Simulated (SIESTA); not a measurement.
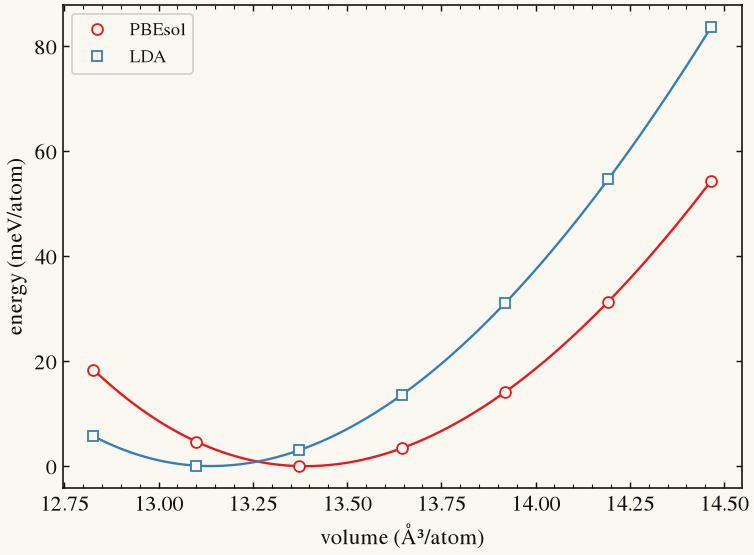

The picture above shows the energy against volume, with one curve for each functional, for Si₂W (space group P6_222).

How it was computed, with SIESTA 5.4.2: DFT in numerical atomic orbitals with pseudopotentials, no spin polarisation; energies at scaled volumes of the given cell, shape and fractions fixed, counted from the fit's minimum, third-order Birch-Murnaghan fit. All runs: no spin polarisation.

| setting | value |
| --- | --- |
| k mesh | 5×5×3 |
| occupations | Fermi–Dirac |
| smearing width | 0.05 eV |
| potentials | PseudoDojo 0.4 standard, converted to PSML, two zetas on semicore shells |

Q: Order the curves by fitted equilibrium volume, smallest first.

A: LDA 13.138, PBEsol 13.389 Å³/atom.

Q: Order the curves by fitted bulk modulus, smallest first.

A: PBEsol 231.3, LDA 237.8 GPa.

Note: mulliken charges of long orbitals; short basis over semicore shells; shape and atomic fractions are frozen while scaling, which makes layered, chain and framework solids too stiff.
